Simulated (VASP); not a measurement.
## Run report: WS$_{2}$, band-structure run (part 1 of 2)

- system: WS$_{2}$ (6 atoms in the cell)
- method: Kohn-Sham DFT of a periodic cell, PBE, VASP PAW PBE potentials, recommended, no spin polarisation (VASP 6.6.1)

The structure derives from an entry of the Crystallography Open Database.

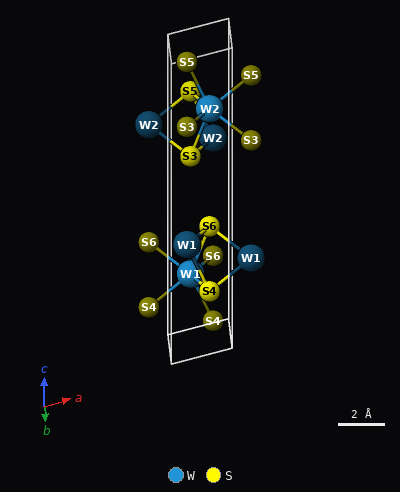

The input geometry (ball-and-stick view of the cell of the calculation, seen at an oblique angle; neighbours outside the cell are drawn fainter; atoms are numbered from 1 in the order of the input). Near neighbours in the crystal (not all of them lie inside the picture): W has 6 S at 2.42 Å; S has 3 W at 2.42 Å.

### INCAR
```
ALGO     = Normal         # electronic algorithm
EDIFF    = 1E-6           # SCF threshold, eV
ENCUT    = 520            # plane-wave cutoff, eV
GGA      = PE             # functional
ICORELEVEL= 1            
ISIF     = 2              # what is computed and relaxed
ISMEAR   = 0              # smearing method
KPAR     = 2            
LASPH    = True           # aspherical terms in the spheres
LCHARG   = False          # write CHGCAR
LMAXMIX  = 4              # l up to which the mixer works
LREAL    = False          # projectors in reciprocal space
LWAVE    = False          # write WAVECAR
NBANDS   = 35             # bands
NELM     = 80             # most SCF steps
PREC     = Accurate       # precision mode
SIGMA    = 0.03           # smearing width, eV
```

### KPOINTS
```
k-points
0
Gamma
  12 12 3
```

### KPOINTS_OPT
```
explicit points
141
Reciprocal
 0.0000000000  0.0000000000  0.0000000000 1
 0.0357142857  0.0000000000  0.0000000000 1
 0.0714285714  0.0000000000  0.0000000000 1
 0.1071428571  0.0000000000  0.0000000000 1
 0.1428571429  0.0000000000  0.0000000000 1
 0.1785714286  0.0000000000  0.0000000000 1
 0.2142857143  0.0000000000  0.0000000000 1
 0.2500000000  0.0000000000  0.0000000000 1
 0.2857142857  0.0000000000  0.0000000000 1
 0.3214285714  0.0000000000  0.0000000000 1
 0.3571428571  0.0000000000  0.0000000000 1
 0.3928571429  0.0000000000  0.0000000000 1
 0.4285714286  0.0000000000  0.0000000000 1
 0.4642857143  0.0000000000  0.0000000000 1
 0.5000000000  0.0000000000  0.0000000000 1
 0.5000000000  0.0000000000  0.0000000000 1
 0.4880952381  0.0238095238  0.0000000000 1
 0.4761904762  0.0476190476  0.0000000000 1
 0.4642857143  0.0714285714  0.0000000000 1
 0.4523809524  0.0952380952  0.0000000000 1
 0.4404761905  0.1190476190  0.0000000000 1
 0.4285714286  0.1428571428  0.0000000000 1
 0.4166666666  0.1666666666  0.0000000000 1
 0.4047619047  0.1904761905  0.0000000000 1
 0.3928571428  0.2142857143  0.0000000000 1
 0.3809523809  0.2380952381  0.0000000000 1
 0.3690476190  0.2619047619  0.0000000000 1
 0.3571428571  0.2857142857  0.0000000000 1
 0.3452380952  0.3095238095  0.0000000000 1
 0.3333333333  0.3333333333  0.0000000000 1
 0.3333333333  0.3333333333  0.0000000000 1
 0.3095238095  0.3095238095  0.0000000000 1
 0.2857142857  0.2857142857  0.0000000000 1
 0.2619047619  0.2619047619  0.0000000000 1
 0.2380952381  0.2380952381  0.0000000000 1
 0.2142857143  0.2142857143  0.0000000000 1
 0.1904761905  0.1904761905  0.0000000000 1
 0.1666666666  0.1666666666  0.0000000000 1
 0.1428571428  0.1428571428  0.0000000000 1
 0.1190476190  0.1190476190  0.0000000000 1
 0.0952380952  0.0952380952  0.0000000000 1
 0.0714285714  0.0714285714  0.0000000000 1
 0.0476190476  0.0476190476  0.0000000000 1
 0.0238095238  0.0238095238  0.0000000000 1
 0.0000000000  0.0000000000  0.0000000000 1
 0.0000000000  0.0000000000  0.0000000000 1
 0.0000000000  0.0000000000  0.0357142857 1
 0.0000000000  0.0000000000  0.0714285714 1
 0.0000000000  0.0000000000  0.1071428571 1
 0.0000000000  0.0000000000  0.1428571429 1
 0.0000000000  0.0000000000  0.1785714286 1
 0.0000000000  0.0000000000  0.2142857143 1
 0.0000000000  0.0000000000  0.2500000000 1
 0.0000000000  0.0000000000  0.2857142857 1
 0.0000000000  0.0000000000  0.3214285714 1
 0.0000000000  0.0000000000  0.3571428571 1
 0.0000000000  0.0000000000  0.3928571429 1
 0.0000000000  0.0000000000  0.4285714286 1
 0.0000000000  0.0000000000  0.4642857143 1
 0.0000000000  0.0000000000  0.5000000000 1
 0.0000000000  0.0000000000  0.5000000000 1
 0.0357142857  0.0000000000  0.5000000000 1
 0.0714285714  0.0000000000  0.5000000000 1
 0.1071428571  0.0000000000  0.5000000000 1
 0.1428571429  0.0000000000  0.5000000000 1
 0.1785714286  0.0000000000  0.5000000000 1
 0.2142857143  0.0000000000  0.5000000000 1
 0.2500000000  0.0000000000  0.5000000000 1
 0.2857142857  0.0000000000  0.5000000000 1
 0.3214285714  0.0000000000  0.5000000000 1
 0.3571428571  0.0000000000  0.5000000000 1
 0.3928571429  0.0000000000  0.5000000000 1
 0.4285714286  0.0000000000  0.5000000000 1
 0.4642857143  0.0000000000  0.5000000000 1
 0.5000000000  0.0000000000  0.5000000000 1
 0.5000000000  0.0000000000  0.5000000000 1
 0.4880952381  0.0238095238  0.5000000000 1
 0.4761904762  0.0476190476  0.5000000000 1
 0.4642857143  0.0714285714  0.5000000000 1
 0.4523809524  0.0952380952  0.5000000000 1
 0.4404761905  0.1190476190  0.5000000000 1
 0.4285714286  0.1428571428  0.5000000000 1
 0.4166666666  0.1666666666  0.5000000000 1
 0.4047619047  0.1904761905  0.5000000000 1
 0.3928571428  0.2142857143  0.5000000000 1
 0.3809523809  0.2380952381  0.5000000000 1
 0.3690476190  0.2619047619  0.5000000000 1
 0.3571428571  0.2857142857  0.5000000000 1
 0.3452380952  0.3095238095  0.5000000000 1
 0.3333333333  0.3333333333  0.5000000000 1
 0.3333333333  0.3333333333  0.5000000000 1
 0.3095238095  0.3095238095  0.5000000000 1
 0.2857142857  0.2857142857  0.5000000000 1
 0.2619047619  0.2619047619  0.5000000000 1
 0.2380952381  0.2380952381  0.5000000000 1
 0.2142857143  0.2142857143  0.5000000000 1
 0.1904761905  0.1904761905  0.5000000000 1
 0.1666666666  0.1666666666  0.5000000000 1
 0.1428571428  0.1428571428  0.5000000000 1
 0.1190476190  0.1190476190  0.5000000000 1
 0.0952380952  0.0952380952  0.5000000000 1
 0.0714285714  0.0714285714  0.5000000000 1
 0.0476190476  0.0476190476  0.5000000000 1
 0.0238095238  0.0238095238  0.5000000000 1
 0.0000000000  0.0000000000  0.5000000000 1
 0.5000000000  0.0000000000  0.5000000000 1
 0.5000000000  0.0000000000  0.4642857143 1
 0.5000000000  0.0000000000  0.4285714286 1
 0.5000000000  0.0000000000  0.3928571429 1
 0.5000000000  0.0000000000  0.3571428571 1
 0.5000000000  0.0000000000  0.3214285714 1
 0.5000000000  0.0000000000  0.2857142857 1
 0.5000000000  0.0000000000  0.2500000000 1
 0.5000000000  0.0000000000  0.2142857143 1
 0.5000000000  0.0000000000  0.1785714286 1
 0.5000000000  0.0000000000  0.1428571429 1
 0.5000000000  0.0000000000  0.1071428571 1
 0.5000000000  0.0000000000  0.0714285714 1
 0.5000000000  0.0000000000  0.0357142857 1
 0.5000000000  0.0000000000  0.0000000000 1
 0.3333333333  0.3333333333  0.0000000000 1
 0.3333333333  0.3333333333  0.0357142857 1
 0.3333333333  0.3333333333  0.0714285714 1
 0.3333333333  0.3333333333  0.1071428571 1
 0.3333333333  0.3333333333  0.1428571429 1
 0.3333333333  0.3333333333  0.1785714286 1
 0.3333333333  0.3333333333  0.2142857143 1
 0.3333333333  0.3333333333  0.2500000000 1
 0.3333333333  0.3333333333  0.2857142857 1
 0.3333333333  0.3333333333  0.3214285714 1
 0.3333333333  0.3333333333  0.3571428571 1
 0.3333333333  0.3333333333  0.3928571429 1
 0.3333333333  0.3333333333  0.4285714286 1
 0.3333333333  0.3333333333  0.4642857143 1
 0.3333333333  0.3333333333  0.5000000000 1
 0.0000000000  0.0000000000  0.0000000000 1
 0.0000000000  0.0000000000  0.5000000000 1
 0.3333333333  0.3333333333  0.5000000000 1
 0.3333333333  0.3333333333  0.0000000000 1
 0.5000000000  0.0000000000  0.5000000000 1
 0.5000000000  0.0000000000  0.0000000000 1
```

### POSCAR
```
WS2                                     
1.0
    3.1881147157     -0.0000000000      0.0000000000
   -1.5940573578      2.7609883299      0.0000000000
    0.0000000000     -0.0000000000     14.5186933442
  W               S             
     2     4
Direct
     0.3333333300000021    0.6666666699999979    0.2500000000000000
     0.6666666699999979    0.3333333300000021    0.7500000000000000
     0.3333333300000021    0.6666666699999979    0.6418046573578348
     0.6666666699999979    0.3333333300000021    0.1418046573578346
     0.3333333300000021    0.6666666699999979    0.8581953426421652
     0.6666666699999979    0.3333333300000021    0.3581953426421653
```

Run on 2 threads of Intel Xeon (Granite Rapids), 64 GiB of memory available, shared host.

Command:
```bash
cat potpaw_PBE.64/W_sv/POTCAR potpaw_PBE.64/S/POTCAR > POTCAR
mpirun -np 2 vasp_std > vasp.out
```

### OSZICAR
```
N       E                     dE             d eps       ncg     rms          rms(c)
DAV:   1     0.514655825389E+03    0.51466E+03   -0.28233E+04  2964   0.144E+03
DAV:   2    -0.173415906636E+02   -0.53200E+03   -0.51332E+03  3159   0.394E+02
DAV:   3    -0.493363129874E+02   -0.31995E+02   -0.31526E+02  3370   0.934E+01
DAV:   4    -0.501656080758E+02   -0.82930E+00   -0.82586E+00  3300   0.159E+01
DAV:   5    -0.501873257602E+02   -0.21718E-01   -0.21709E-01  3235   0.267E+00    0.369E+01
DAV:   6    -0.477397313063E+02    0.24476E+01   -0.89123E+00  3034   0.197E+01    0.158E+01
DAV:   7    -0.474992946461E+02    0.24044E+00   -0.25214E+00  3022   0.838E+00    0.663E+00
DAV:   8    -0.473636390152E+02    0.13566E+00   -0.37159E-01  3088   0.419E+00    0.185E+00
DAV:   9    -0.473655471074E+02   -0.19081E-02   -0.46163E-02  3194   0.111E+00    0.102E+00
DAV:  10    -0.473638780834E+02    0.16690E-02   -0.20282E-02  3136   0.909E-01    0.301E-01
DAV:  11    -0.473634842707E+02    0.39381E-03   -0.30041E-03  2876   0.321E-01    0.156E-01
DAV:  12    -0.473634970133E+02   -0.12743E-04   -0.17919E-04  3322   0.659E-02    0.424E-02
DAV:  13    -0.473635507794E+02   -0.53766E-04   -0.49420E-05  2870   0.384E-02    0.458E-02
DAV:  14    -0.473635557462E+02   -0.49668E-05   -0.17481E-05  2720   0.233E-02    0.160E-02
DAV:  15    -0.473635570830E+02   -0.13368E-05   -0.40379E-06  2738   0.123E-02    0.333E-03
DAV:  16    -0.473635573102E+02   -0.22718E-06   -0.40133E-07  1701   0.340E-03
   1 F= -.47363557E+02 E0= -.47363557E+02  d E =-.138322E-52
       N       E                     dE             ncg
DAV:   1    -0.576257725980E+04   -0.64188E+05     2956
DAV:   2    -0.254593430901E+05   -0.19697E+05     3091
DAV:   3    -0.266331104474E+05   -0.11738E+04     3338
DAV:   4    -0.266643880773E+05   -0.31278E+02     3244
DAV:   5    -0.266651932037E+05   -0.80513E+00     3289
DAV:   6    -0.266652251240E+05   -0.31920E-01     3370
DAV:   7    -0.266652265502E+05   -0.14262E-02     3471
DAV:   8    -0.266652266089E+05   -0.58658E-04     3010
DAV:   9    -0.266652266120E+05   -0.30863E-05     2366
DAV:  10    -0.266652266123E+05   -0.31565E-06     1861
       N       E                     dE             ncg
DAV:   1    -0.458519317479E+04   -0.22700E+05     2956
DAV:   2    -0.249979557418E+05   -0.20413E+05     3200
DAV:   3    -0.262677587477E+05   -0.12698E+04     3327
DAV:   4    -0.263085497538E+05   -0.40791E+02     3200
DAV:   5    -0.263097146997E+05   -0.11649E+01     3281
DAV:   6    -0.263097606250E+05   -0.45925E-01     3391
DAV:   7    -0.263097627134E+05   -0.20884E-02     3533
DAV:   8    -0.263097627888E+05   -0.75411E-04     3004
DAV:   9    -0.263097627930E+05   -0.41956E-05     2490
DAV:  10    -0.263097627934E+05   -0.38028E-06     1831
       N       E                     dE             ncg
DAV:   1    -0.567409291685E+04   -0.68411E+05     2948
DAV:   2    -0.254691151264E+05   -0.19795E+05     3098
DAV:   3    -0.266498834028E+05   -0.11808E+04     3305
DAV:   4    -0.266823214956E+05   -0.32438E+02     3257
DAV:   5    -0.266831832083E+05   -0.86171E+00     3307
DAV:   6    -0.266832178638E+05   -0.34655E-01     3374
DAV:   7    -0.266832191840E+05   -0.13203E-02     3492
DAV:   8    -0.266832192386E+05   -0.54578E-04     3071
DAV:   9    -0.266832192414E+05   -0.28094E-05     2396
DAV:  10    -0.266832192418E+05   -0.37149E-06     2061
       N       E                     dE             ncg
DAV:   1     0.132535522743E+05   -0.57074E+05     2122
DAV:   2    -0.705877566245E+03   -0.13959E+05     2228
DAV:   3    -0.152084782534E+04   -0.81497E+03     2423
DAV:   4    -0.154108239501E+04   -0.20235E+02     2312
DAV:   5    -0.154161139183E+04   -0.52900E+00     2339
DAV:   6    -0.154163294554E+04   -0.21554E-01     2422
DAV:   7    -0.154163381177E+04   -0.86623E-03     2446
DAV:   8    -0.154163384824E+04   -0.36470E-04     2193
DAV:   9    -0.154163385005E+04   -0.18109E-05     1636
DAV:  10    -0.154163385034E+04   -0.28204E-06     1454
```

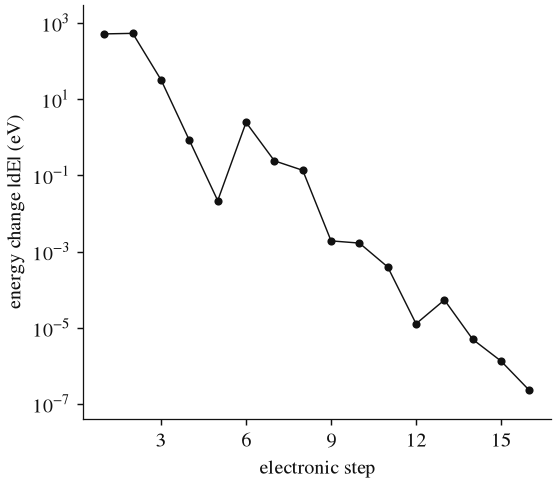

Convergence of the self-consistent field: energy change |dE| against the electronic step. It takes 16 electronic steps. The density is held fixed in the first few steps, and dE rises again when its update begins.

### Parts of OUTCAR
```
EDIFF = 1E-6
   ENCUT = 520
   GGA = PE
   ISIF = 2
   ISMEAR = 0
   LASPH = True
   LREAL = False
   NELM = 80
   PREC = Accurate

 ion  position               nearest neighbor table
   1  0.333  0.667  0.250-   4 2.42   6 2.42   4 2.42   6 2.42   4 2.42   6 2.42
   2  0.667  0.333  0.750-   3 2.42   5 2.42   3 2.42   5 2.42   3 2.42   5 2.42
   3  0.333  0.667  0.642-   2 2.42   2 2.42   2 2.42
   4  0.667  0.333  0.142-   1 2.42   1 2.42   1 2.42
   5  0.333  0.667  0.858-   2 2.42   2 2.42   2 2.42
   6  0.667  0.333  0.358-   1 2.42   1 2.42   1 2.42

  LATTYP: Found a hexagonal cell.
 ALAT       =     3.1881147157
 C/A-ratio  =     4.5540059373

  Lattice vectors:

 A1 = (   3.1881147157,   0.0000000000,   0.0000000000)
 A2 = (  -1.5940573578,   2.7609883299,   0.0000000000)
 A3 = (   0.0000000000,   0.0000000000,  14.5186933442)

Analysis of symmetry for initial positions (statically):
=====================================================================
 Subroutine PRICEL returns:
 Original cell was already a primitive cell.

 Routine SETGRP: Setting up the symmetry group for a
 hexagonal supercell.

 Subroutine GETGRP returns: Found 24 space group operations
 (whereof 12 operations were pure point group operations)
 out of a pool of 24 trial point group operations.

The static configuration has the point symmetry D_3d.
 The point group associated with its full space group is D_6h.

Analysis of symmetry for dynamics (positions and initial velocities):
=====================================================================
 Subroutine PRICEL returns:
 Original cell was already a primitive cell.

 Routine SETGRP: Setting up the symmetry group for a
 hexagonal supercell.

 Subroutine GETGRP returns: Found 24 space group operations
 (whereof 12 operations were pure point group operations)
 out of a pool of 24 trial point group operations.

The dynamic configuration has the point symmetry D_3d.
 The point group associated with its full space group is D_6h.

 Subroutine INISYM returns: Found 24 space group operations
 (whereof 12 operations are pure point group operations),
 and found     1 'primitive' translations

----------------------------------------------------------------------------------------

                                     Primitive cell

  volume of cell :     127.7986

  direct lattice vectors                    reciprocal lattice vectors
     3.188114716  0.000000000  0.000000000     0.313664999  0.181094572  0.000000000
    -1.594057358  2.760988330  0.000000000     0.000000000  0.362189144  0.000000000
     0.000000000  0.000000000 14.518693344     0.000000000  0.000000000  0.068876722

  length of vectors
     3.188114716  3.188114712 14.518693344     0.362189144  0.362189144  0.068876722

  position of ions in fractional coordinates (direct lattice)
     0.333333330  0.666666670  0.250000000
     0.666666670  0.333333330  0.750000000
     0.333333330  0.666666670  0.641804657
     0.666666670  0.333333330  0.141804657
     0.333333330  0.666666670  0.858195343
     0.666666670  0.333333330  0.358195343

  ion indices of the primitive-cell ions
   primitive index   ion index
                 1           1
                 2           2
                 3           3
                 4           4
                 5           5
                 6           6

----------------------------------------------------------------------------------------

 KPOINTS: k-points

Automatic generation of k-mesh.
 Grid dimensions read from file:
 generate k-points for:   12   12    3

 Generating k-lattice:

  Cartesian coordinates                     Fractional coordinates (reciprocal lattice)
     0.026138750  0.015091214  0.000000000     0.083333333  0.000000000  0.000000000
     0.000000000  0.030182429  0.000000000     0.000000000  0.083333333  0.000000000
     0.000000000  0.000000000  0.022958907     0.000000000  0.000000000  0.333333333

  Length of vectors
     0.030182429  0.030182429  0.022958907

  Shift w.r.t. Gamma in fractional coordinates (k-lattice)
     0.000000000  0.000000000  0.000000000

 Subroutine IBZKPT returns following result:
 ===========================================

 Found     38 irreducible k-points:

 Following reciprocal coordinates:
            Coordinates               Weight
  0.000000  0.000000  0.000000      1.000000
  0.083333  0.000000  0.000000      6.000000
  0.166667  0.000000  0.000000      6.000000
  0.250000  0.000000  0.000000      6.000000
  0.333333  0.000000  0.000000      6.000000
  0.416667  0.000000  0.000000      6.000000
  0.500000  0.000000  0.000000      3.000000
  0.083333  0.083333  0.000000      6.000000
  0.166667  0.083333  0.000000     12.000000
  0.250000  0.083333  0.000000     12.000000
  0.333333  0.083333  0.000000     12.000000
  0.416667  0.083333  0.000000     12.000000
  0.166667  0.166667  0.000000      6.000000
  0.250000  0.166667  0.000000     12.000000
  0.333333  0.166667  0.000000     12.000000
  0.416667  0.166667  0.000000      6.000000
  0.250000  0.250000  0.000000      6.000000
  0.333333  0.250000  0.000000     12.000000
  0.333333  0.333333  0.000000      2.000000
  0.000000  0.000000  0.333333      2.000000
  0.083333  0.000000  0.333333     12.000000
  0.166667  0.000000  0.333333     12.000000
  0.250000  0.000000  0.333333     12.000000
  0.333333  0.000000  0.333333     12.000000
 [... further k-points ...]
```
